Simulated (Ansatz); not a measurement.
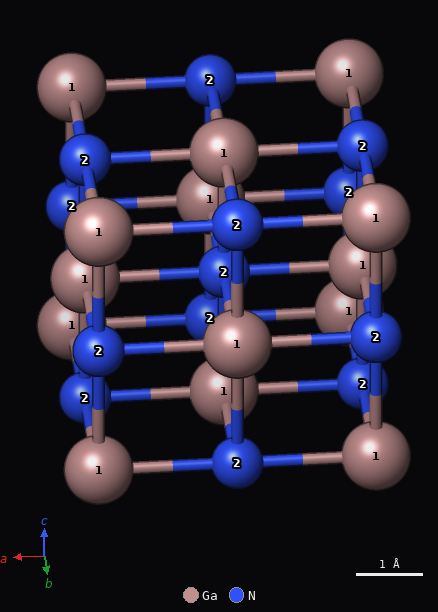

The starting point is a symmetric starting cell of GaN. A ball-and-stick model of the conventional cell (4 times the calculation's cell), seen from a free direction. Lengths and directions refer to the drawn axes.

Theory: Ansatz 0.2.0, DFT PBE, scalar-relativistic, plane waves, PAW. Settings: plane-wave cutoff 420 eV; k-point mesh 14 × 14 × 14; occupations gaussian; smearing width 0.05 eV; no spin polarisation.

Now this is done to it. The cell is strained by +2.2 % along b and +3.7 % across it (volume +10.0 %), the atoms keeping their fractional coordinates. No relaxation follows. The starting cell wasn't computed here and needn't be at equilibrium, so pressure and forces aren't due to the change alone.

Question: What is the effect?

Answer: Among the bonded contacts that change: Ga–N 2.135 → 2.183 to 2.215 Å. The space group (tolerance 0.01 Å) goes from Fm-3m (No. 225) to I4/mmm (No. 139). The pressure is −16.0 GPa (not all of it need come from the change, since the unchanged cell can be under pressure at this level too). The principal stresses (compression positive) are −15.4 GPa along b and −16.4 GPa across it. All forces vanish by symmetry.

The changed structure in the same view:

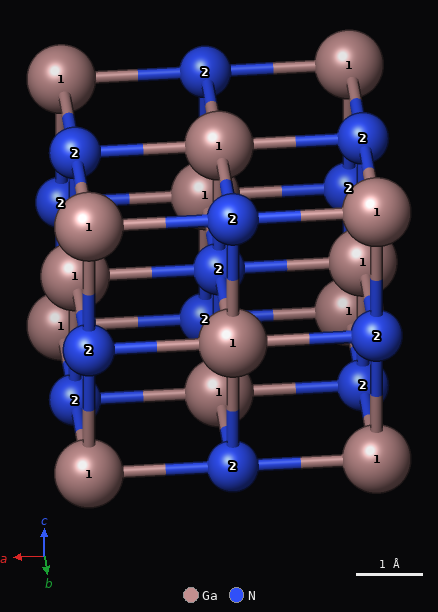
